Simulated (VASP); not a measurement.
System: Ge, space group P4_32_12 (No. 96), 12 atoms in the cell. The cell is scaled at fixed shape and fractional positions. At 20.46 Å³/atom, a = 5.923 Å, c = 6.997 Å (tetragonal axes). Level of theory: PBEsol, VASP PAW PBE potentials, release 64 (Ge_d), no spin polarisation, no spin-orbit coupling, 4×4×4 k mesh, 520 eV cutoff; code VASP 6.6.1.

At 20.46 Å³/atom the lowest conduction levels at the points plotted lie 0.82 eV (R), 0.85 eV (Z), 1.25 eV (M) and 1.48 eV (Γ) above the valence top at X.

How does each level move from 19.64 Å³/atom to 21.27 Å³/atom?

R falls by 0.26 eV, Z falls by 0.09 eV, M falls by 0.38 eV and Γ falls by 0.06 eV. Straight lines against ln V have slopes of −3.3 eV at R, −1.1 eV at Z, −4.7 eV at M and −0.7 eV at Γ. Going by straight lines between the points, the lowest is the one at Z up to about 20.16 Å³/atom and the one at R beyond.

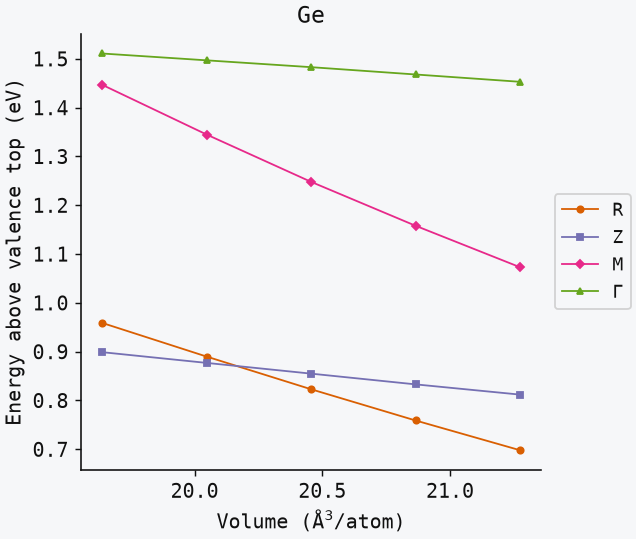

Lowest conduction level at each named k point, counted from the valence-band top at X.

```csv
volume,R (eV),Z (eV),M (eV),Γ (eV)
19.64 Å³/atom,0.96,0.90,1.45,1.51
20.05 Å³/atom,0.89,0.88,1.34,1.50
20.46 Å³/atom,0.82,0.85,1.25,1.48
20.87 Å³/atom,0.76,0.83,1.16,1.47
21.27 Å³/atom,0.70,0.81,1.07,1.45
```

The PAW data sets were made with another functional. Spin-orbit coupling is left out, which matters for Ge. LDA, GGA and most meta-GGA functionals understate gaps. This isn't the form of Ge at room conditions, which is diamond.
